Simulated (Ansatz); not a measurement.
# From TiPb3O8 to PbO2

System: TiPb3O8 (12 atoms in the cell).
Method of run 1: DFT r2SCAN+U, scalar-relativistic, plane waves, PAW, Ueff = 4 eV on Ti d, no spin polarisation (Ansatz 0.2.0).
System of run 2: PbO2 (12 atoms in the cell).

On run 1: The structure derives from a Materials Project entry. On run 2: The structure derives from a Materials Project entry. It belongs to a series of runs on one base structure; here: 4 of 4 Ti sites taken by Pb, cell and atoms relaxed. Text and figures count atoms from 1; the logs count them from 0 in places.

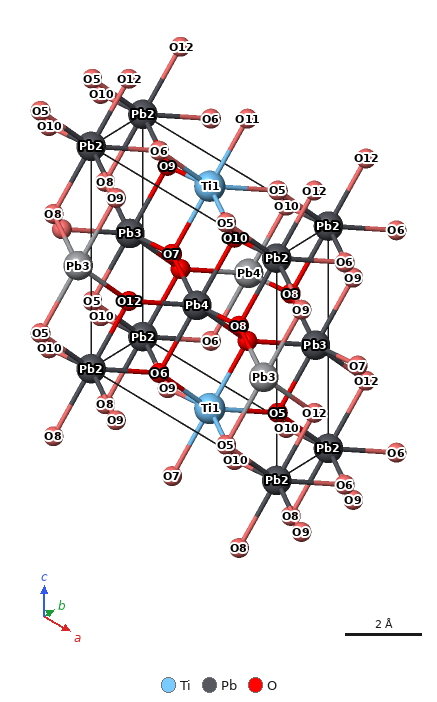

The input geometry (ball-and-stick view of the cell of the calculation, seen slightly off an axis; neighbours outside the cell are drawn fainter; atoms are numbered from 1 in the order of the input). An atom can appear more than once, as a periodic image.

## Input, run 1
```yaml
crystal:
  lattice:
    - [-4.1189672614, -4.1189672614, 0.0]
    - [-4.1189672614, 4.1189672614, 0.0]
    - [2.0594836307, 2.0594836307, -5.2403526845]
  atoms:
    - { symbol: Ti, position: [0.5, 0.5, 0.0] }
    - { symbol: Pb, position: [0.0, 0.0, 0.0] }
    - { symbol: Pb, position: [0.0, 0.75, 0.5] }
    - { symbol: Pb, position: [0.5, 0.25, 0.5] }
    - { symbol: O, position: [0.7969696378, 0.75, 0.0939392757] }
    - { symbol: O, position: [0.2969696378, 0.25, 0.0939392757] }
    - { symbol: O, position: [0.2969696378, 0.5, 0.5939392757] }
    - { symbol: O, position: [0.7969696378, 0.0, 0.5939392757] }
    - { symbol: O, position: [0.2030303622, 0.75, 0.9060607243] }
    - { symbol: O, position: [0.7030303622, 0.25, 0.9060607243] }
    - { symbol: O, position: [0.7030303622, 0.5, 0.4060607243] }
    - { symbol: O, position: [0.2030303622, 0.0, 0.4060607243] }
basis:
  ecutwfc: 500
kpoints:
  mp_grid: { grid: [8, 6, 8] }
hamiltonian:
  xc: r2scan
  hubbard: { sites: [{ species: Ti, l: d, u_eff: 4.0 }] }
scf:
  occupations: { method: gaussian, width: 0.01 }
output:
  forces: true
  stress: true
  eigenvalues: true
relax:
  adjacent_minimum: "off"
  f_tol: 0.015
  max_steps: 60
  cell: { stress_tol: 0.15 }
```

Launched with:
```bash
ansatz run input.yaml --threads 2 --pin off --max-ram 5120MiB --backend cpu --events-out ev --progress --plain --runs-dir out
```

Hardware: 2 threads of Intel Xeon (Granite Rapids), 32 GiB of memory available, shared host.

## Output, shortened to warnings, some set-up lines, iterations and results (run 1)
```
Basis set: ecut = 500 eV, 4509 PW (Γ), exchange–correlation on 180×180×180 points (64 copies of the dense FFT grid, shifted against one another)
Symmetry: 4 space group operations
k-points: 84 of 384 (time reversal used)
Initial density: superposition of atomic densities (chi_scale 0.1, normalization cell, long waves of neutral atoms under a Hubbard term (reshape's long-wave potential 0.06 eV rms, cloud 2.26 Å wide))
[...]
SCF iter   1: F=—  HF=-42809.927427 eV  |F-HF|=—  |Δ(HF+E_count)|=         —  Δρ=8.65e-2  dr2=1.24e1  dr2_τ=1.39e0  ethr=3.10e-3  ⟨swp⟩=6.5  Hψ=23121  notcnv=0  defer=17
SCF iter   2: F=—  HF=-42808.134689 eV  |F-HF|=—  |Δ(HF+E_count)|=    1.79e0  Δρ=4.74e-2  dr2=3.38e0  dr2_τ=4.81e-1  ethr=3.10e-3  ⟨swp⟩=3.0  Hψ=11385  notcnv=0  defer=336
SCF iter   3: F=—  HF=-42808.163430 eV  |F-HF|=—  |Δ(HF+E_count)|=   2.87e-2  Δρ=2.76e-2  dr2=1.31e0  dr2_τ=7.89e-2  ethr=3.10e-3  ⟨swp⟩=3.1  Hψ=6517  notcnv=0  defer=336
SCF iter   4: F=—  HF=-42808.074828 eV  |F-HF|=—  |Δ(HF+E_count)|=   8.86e-2  Δρ=7.20e-3  dr2=7.38e-2  dr2_τ=8.85e-3  ethr=1.28e-3  ⟨swp⟩=3.8  Hψ=10109  notcnv=0  defer=336
SCF iter   5: F=—  HF=-42808.094135 eV  |F-HF|=—  |Δ(HF+E_count)|=   1.93e-2  Δρ=2.86e-3  dr2=1.23e-2  dr2_τ=1.23e-3  ethr=7.24e-5  ⟨swp⟩=3.7  Hψ=10428  notcnv=0  defer=336
[... 56 lines ...]
SCF iter   3: F=—  HF=-42809.166132 eV  |F-HF|=—  |Δ(HF+E_count)|=   2.36e-6  Δρ=9.86e-6  dr2=1.40e-7  dr2_τ=2.60e-8  ethr=3.62e-10  ⟨swp⟩=2.0  Hψ=9492  notcnv=0
SCF iter   4: F=—  HF=-42809.166132 eV  |F-HF|=—  |Δ(HF+E_count)|=   2.04e-8  Δρ=2.02e-6  dr2=4.62e-9  dr2_τ=9.17e-10  ethr=1.37e-10  ⟨swp⟩=2.0  Hψ=6824  notcnv=0
SCF iter   5: F=-42809.166132 eV  HF=-42809.166132 eV  |F-HF|=1.24e-10  |Δ(HF+E_count)|=   1.21e-9  Δρ=8.74e-7  dr2=9.05e-10  dr2_τ=1.27e-10  ethr=1.06e-12  ⟨swp⟩=7.2  …
SCF 7 converged in 5 iterations: F = -42809.166132 eV  dr2 = 9.05e-10
relax step   7: F+E_penalty+E_count = -42809.16613215 eV  Δ(F+E_penalty+E_count) = -1.294e-4 eV  max|allowed force component| = 4.217e-3 eV/Å  Δτ_max = 0.0000 Å  P = +0.002 …
basis re-selected at this cell: Δ(F+E_penalty+E_count) = -1.294e-4 eV, ΔP = -0.000 GPa vs the last step (what re-selecting the basis moved, of the pressure what is left beyond the Pulay correction that the steps carried, after the strain that the cell walked since its last selection, with what the …
SCF converged after 5 iterations
Free energy (F): -42809.166132 eV
Harris-Foulkes:  -42809.166132 eV  (|F-HF|=1.24e-10)
Internal energy: -42809.166132 eV  (E = F + TS)
E sigma→0 (E₀):  -42809.166132 eV
Fermi energy:    6.593624 eV
--- Per-component energies (eV) ---
  E_band       = -576.507220
  E_kinetic    = 2550.243817
  E_local      = -7987.154820  (includes V_loc(G=0)·N_el)
  E_nonlocal   = 1453.149915
  E_hartree    = 3134.453582
  E_xc         = -1286.027561
  E_vxc        = -1388.823663  (∫ρ·V_xc dr)
  E_hubbard    = 3.082775  (on-site DFT+U / exact-exchange correction)
  E_vhub       = 2.211789  (the Hubbard potential's part of the band-sum identity)
  E_paw        = -33678.393500  (= ΣΔE_a)
  E_vpaw       = -1568.512309  (= ΣTr[D̂ρ^β])
  E_aug_tail   = 0.008363  (compensation charges beyond the density's cutoff)
  E_vtau       = 93.462601  (kinetic-family band-sum trace: ∫τ·v_τ [+ j·A + Jᵃ·Aᵃ] dr)
  E_ewald      = -7000.916225
  E_core_change = 2.387523  (= ΣΔE_core)
  E_smearing   = -0.000000  (= −TS)
  E_closure    = -0.000000  (closes the sum)
  Σ components = -42809.166132   (vs F -42809.166132, Δ=0.00e0)
--- Forces (eV/Å), atoms counted from 1 ---
  atom   1  Ti     0.00000000     0.00000000    -0.00000000
  atom   2  Pb    -0.00000000    -0.00000000    -0.00000000
  atom   3  Pb    -0.00242173     0.00242173     0.00000000
  atom   4  Pb     0.00242173    -0.00242173     0.00000000
  atom   5  O     -0.00304839    -0.00169771    -0.00338095
  atom   6  O      0.00304839     0.00169771    -0.00338095
  atom   7  O      0.00000000    -0.00000000    -0.00421655
  atom   8  O      0.00000000    -0.00000000    -0.00159883
  atom   9  O      0.00169771     0.00304839     0.00338095
  atom  10  O     -0.00169771    -0.00304839     0.00338095
  atom  11  O     -0.00000000     0.00000000     0.00421655
  atom  12  O      0.00000000     0.00000000     0.00159883
  max |Σ_I F_I| component: 3.47e-17 eV/Å
--- Stress (GPa, compression-positive) ---
       -0.000622       0.000925      -0.000000
[...]
```

For run 2 the input was changed thus:
```diff
-    - [-4.1189672614, -4.1189672614, 0.0]
-    - [-4.1189672614, 4.1189672614, 0.0]
-    - [2.0594836307, 2.0594836307, -5.2403526845]
+    - [-4.2264338741, -4.2264338741, 0.0]
+    - [-4.2264338741, 4.2264338741, 0.0]
+    - [2.113216937, 2.113216937, -5.3767649591]
-    - { symbol: Ti, position: [0.5, 0.5, 0.0] }
+    - { symbol: Pb, position: [0.5, 0.5, 0.0] }
-    - { symbol: O, position: [0.7969696378, 0.75, 0.0939392757] }
-    - { symbol: O, position: [0.2969696378, 0.25, 0.0939392757] }
-    - { symbol: O, position: [0.2969696378, 0.5, 0.5939392757] }
-    - { symbol: O, position: [0.7969696378, 0.0, 0.5939392757] }
-    - { symbol: O, position: [0.2030303622, 0.75, 0.9060607243] }
-    - { symbol: O, position: [0.7030303622, 0.25, 0.9060607243] }
-    - { symbol: O, position: [0.7030303622, 0.5, 0.4060607243] }
-    - { symbol: O, position: [0.2030303622, 0.0, 0.4060607243] }
+    - { symbol: O, position: [0.7980003773, 0.75, 0.0960007547] }
+    - { symbol: O, position: [0.2980003773, 0.25, 0.0960007547] }
+    - { symbol: O, position: [0.2980003773, 0.5, 0.5960007547] }
+    - { symbol: O, position: [0.7980003773, 0.0, 0.5960007547] }
+    - { symbol: O, position: [0.2019996227, 0.75, 0.9039992453] }
+    - { symbol: O, position: [0.7019996227, 0.25, 0.9039992453] }
+    - { symbol: O, position: [0.7019996227, 0.5, 0.4039992453] }
+    - { symbol: O, position: [0.2019996227, 0.0, 0.4039992453] }
-  hubbard: { sites: [{ species: Ti, l: d, u_eff: 4.0 }] }
```

What does this change do to the results?

The total energies belong to different systems, so their difference says nothing on which is more stable or more accurate. The gap on the mesh goes from 1.06 to 0.17 eV. The volume per atom goes from 14.86 to 16.01 Å³. The SCF takes 12 iterations over all geometry steps against 52. On the same kind of shared host run 2 took about 0.19 times as long. The two runs start from different initial densities, which also moves the count.

## Output, shortened to warnings, some set-up lines, iterations and results (run 2)
```
Basis set: ecut = 500 eV, 4857 PW (Γ), exchange–correlation on 180×180×180 points (64 copies of the dense FFT grid, shifted against one another)
Symmetry: 16 space group operations
k-points: 84 of 384
Initial density: superposition of atomic densities (neutral atoms: chi_scale 0, normalization atom), corrected by the library's trained network
[...]
SCF iter   1: F=—  HF=-52221.814602 eV  |F-HF|=—  |Δ(HF+E_count)|=         —  Δρ=1.11e-2  dr2=1.44e-1  dr2_τ=3.78e-1  ethr=1.77e-3  ⟨swp⟩=7.2  Hψ=25625  notcnv=0  defer=92
SCF iter   2: F=—  HF=-52221.948080 eV  |F-HF|=—  |Δ(HF+E_count)|=   1.33e-1  Δρ=6.12e-3  dr2=3.69e-2  dr2_τ=2.13e-3  ethr=1.38e-4  ⟨swp⟩=3.6  Hψ=11256  notcnv=0  defer=672
SCF iter   3: F=—  HF=-52221.943593 eV  |F-HF|=—  |Δ(HF+E_count)|=   4.49e-3  Δρ=6.88e-4  dr2=9.08e-4  dr2_τ=2.38e-4  ethr=3.55e-5  ⟨swp⟩=3.2  Hψ=8668  notcnv=0  defer=672
SCF iter   4: F=—  HF=-52221.943817 eV  |F-HF|=—  |Δ(HF+E_count)|=   2.24e-4  Δρ=3.30e-4  dr2=1.30e-4  dr2_τ=2.17e-5  ethr=8.73e-7  ⟨swp⟩=2.8  Hψ=9561  notcnv=0  defer=672
SCF iter   5: F=—  HF=-52221.943848 eV  |F-HF|=—  |Δ(HF+E_count)|=   3.11e-5  Δρ=7.70e-5  dr2=1.52e-5  dr2_τ=1.14e-6  ethr=1.25e-7  ⟨swp⟩=3.1  Hψ=10887  notcnv=0  defer=672
[...]
SCF 1 converged in 7 iterations: F = -52221.943723 eV  dr2 = 6.11e-8
[...]
SCF iter   3: F=—  HF=-52221.943723 eV  |F-HF|=—  |Δ(HF+E_count)|=   4.13e-9  Δρ=1.72e-6  dr2=9.34e-9  dr2_τ=2.21e-10  ethr=2.34e-11  ⟨swp⟩=2.2  Hψ=7583  notcnv=0
SCF iter   4: F=—  HF=-52221.943723 eV  |F-HF|=—  |Δ(HF+E_count)|=   6.14e-9  Δρ=7.82e-7  dr2=1.97e-9  dr2_τ=3.92e-11  ethr=8.98e-12  ⟨swp⟩=2.2  Hψ=6355  notcnv=0
SCF iter   5: F=-52221.943723 eV  HF=-52221.943723 eV  |F-HF|=9.46e-11  |Δ(HF+E_count)|=  9.75e-10  Δρ=3.03e-7  dr2=2.20e-10  dr2_τ=9.04e-12  ethr=1.04e-12  ⟨swp⟩=6.7  …
SCF 2 converged in 5 iterations: F = -52221.943723 eV  dr2 = 2.20e-10
relax step   2: F+E_penalty+E_count = -52221.94372265 eV  Δ(F+E_penalty+E_count) = -1.742e-8 eV  max|allowed force component| = 3.495e-3 eV/Å  Δτ_max = 0.0000 Å  P = -0.015 …
basis re-selected at this cell: Δ(F+E_penalty+E_count) = -1.742e-8 eV, ΔP = -0.000 GPa vs the last step (what re-selecting the basis moved, of the pressure what is left beyond the Pulay correction that the steps carried, after the strain that the cell walked since its last selection, with what the …
SCF converged after 5 iterations
Free energy (F): -52221.943723 eV
Harris-Foulkes:  -52221.943723 eV  (|F-HF|=9.46e-11)
Internal energy: -52221.943723 eV  (E = F + TS)
E sigma→0 (E₀):  -52221.943723 eV
Fermi energy:    5.590049 eV
--- Per-component energies (eV) ---
  E_band       = -426.876440
  E_kinetic    = 2566.911888
  E_local      = -8228.881346  (includes V_loc(G=0)·N_el)
  E_nonlocal   = 1810.358078
  E_hartree    = 3239.879043
  E_xc         = -1393.167427
  E_vxc        = -1390.115282  (∫ρ·V_xc dr)
  E_paw        = -43072.612330  (= ΣΔE_a)
  E_vpaw       = -1759.068856  (= ΣTr[D̂ρ^β])
  E_aug_tail   = 0.007803  (compensation charges beyond the density's cutoff)
  E_vtau       = 94.152385  (kinetic-family band-sum trace: ∫τ·v_τ [+ j·A + Jᵃ·Aᵃ] dr)
  E_ewald      = -7148.045914
  E_core_change = 3.606482  (= ΣΔE_core)
  E_smearing   = -0.000000  (= −TS)
  E_closure    = 0.000000  (closes the sum)
  Σ components = -52221.943723   (vs F -52221.943723, Δ=0.00e0)
--- Forces (eV/Å), atoms counted from 1 ---
  atom   1  Pb    -0.00000000    -0.00000000    -0.00000000
  atom   2  Pb    -0.00000000    -0.00000000    -0.00000000
  atom   3  Pb     0.00000000     0.00000000     0.00000000
  atom   4  Pb     0.00000000     0.00000000     0.00000000
  atom   5  O     -0.00000000    -0.00000000    -0.00349541
  atom   6  O     -0.00000000    -0.00000000    -0.00349541
  atom   7  O     -0.00000000    -0.00000000    -0.00349541
  atom   8  O     -0.00000000    -0.00000000    -0.00349541
  atom   9  O      0.00000000     0.00000000     0.00349541
  atom  10  O      0.00000000     0.00000000     0.00349541
  atom  11  O      0.00000000     0.00000000     0.00349541
  atom  12  O      0.00000000     0.00000000     0.00349541
  max |Σ_I F_I| component: 8.24e-18 eV/Å
--- Stress (GPa, compression-positive) ---
        0.011723      -0.000115      -0.000000
       -0.000115       0.011723      -0.000000
       -0.000000      -0.000000      -0.067101
  P = ⅓ Tr σ = -0.0146 GPa (-0.146 kbar)
[...]
```

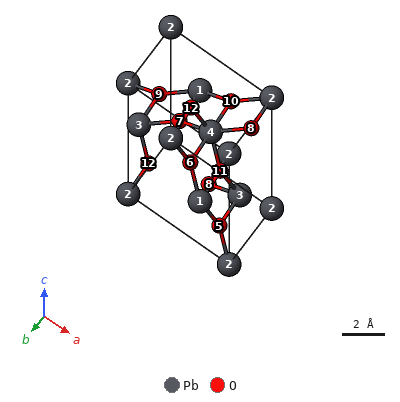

The input structure of run 2 (ball-and-stick view of the cell of the calculation, seen at an oblique angle; atoms are numbered from 1 in the order of the input). An atom can appear more than once, as a periodic image.

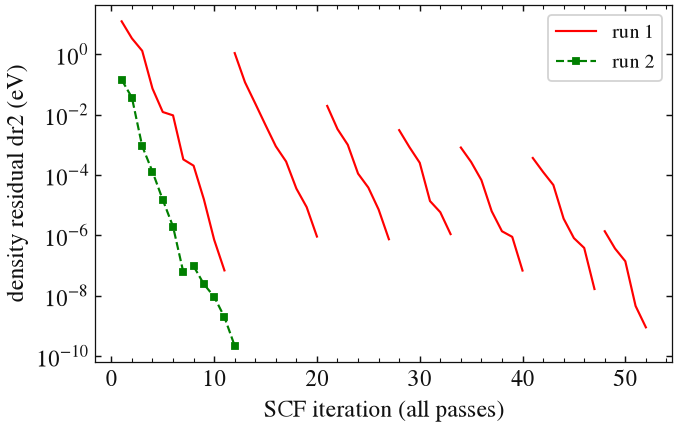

Convergence of the two runs: density residual dr2 against the SCF iteration. A break in a curve parts two SCF passes. Run 1 takes 52 iterations in all, and run 2 takes 12.

## The two runs side by side

```csv
quantity,run 1,run 2
outcome,converged,converged
free energy per atom (eV),−3567.4305,−4351.8286
gap on the mesh (eV),1.06,0.17
pressure (GPa),0.00,−0.01
volume per atom (Å³),14.86,16.01
largest force (eV/Å),0.005,0.003
SCF iterations,52,12
irreducible k-points,84,84
wall time (shared host),5 min,58 s
```

For both runs: Spin–orbit coupling is left out, which matters for Pb.
